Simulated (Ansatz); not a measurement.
## Electronic structure of LiBr in real space

```
Li Br
1.0
     5.41226    0.00000    0.00000
     0.00000    5.41226    0.00000
     0.00000    0.00000    5.41226
Li Br
4 4
Direct
  0.00000 0.00000 0.00000
  0.50000 0.50000 0.00000
  0.50000 0.00000 0.50000
  0.00000 0.50000 0.50000
  0.50000 0.00000 0.00000
  0.00000 0.50000 0.00000
  0.00000 0.00000 0.50000
  0.50000 0.50000 0.50000
```

Space group Fm-3m.

Computed with Ansatz, DFT PBEsol, scalar-relativistic, plane waves, PAW.

In a PAW calculation such maps are meaningful between the atoms, not at the nuclei.

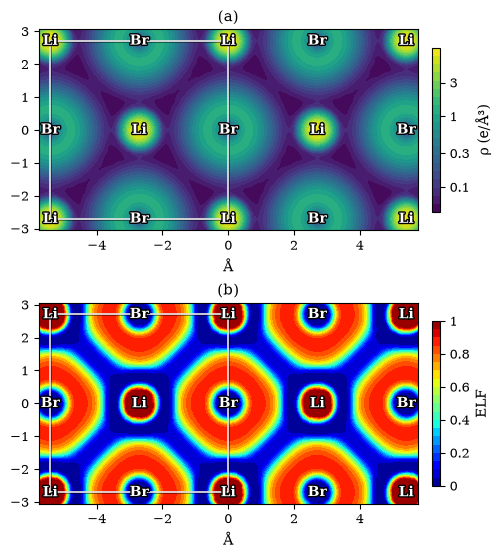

Figure 1. (a) valence charge density (pseudo); (b) electron localisation function on the (001) plane of the conventional cell.

Read the bonding off the picture.

Atoms in the plane: Li and Br. Li–Br (2.71 Å): ρ at the midpoint is about 0.21 e/Å³; the ELF is about 0.75 at the midpoint: an ionic contact with no shared pair. Between the atoms the lowest density in this plane is 0.04 e/Å³. The features right at Li lie inside the PAW spheres, where the map follows smoothed inner orbitals and isn't to be read closely.

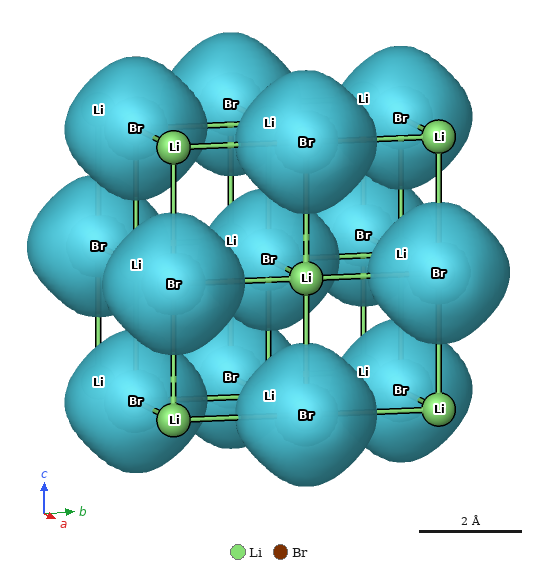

Figure 2. Isosurface of the electron localisation function at 0.7 (cyan), seen slightly off an axis. Core shells and regions of very low density are left out. Sticks mark near contacts.

Where are the electrons localised?

At this value the surface marks out four regions wrapped around Br (the valence shell of each), counted in one cell of 8 atoms. Regions shared between cells count once.

Metal or insulator at this level of theory?

It is gapped, with a Kohn–Sham gap of 5.0 eV on the k-point mesh (the band edges may lie off the mesh, which would make the gap smaller).
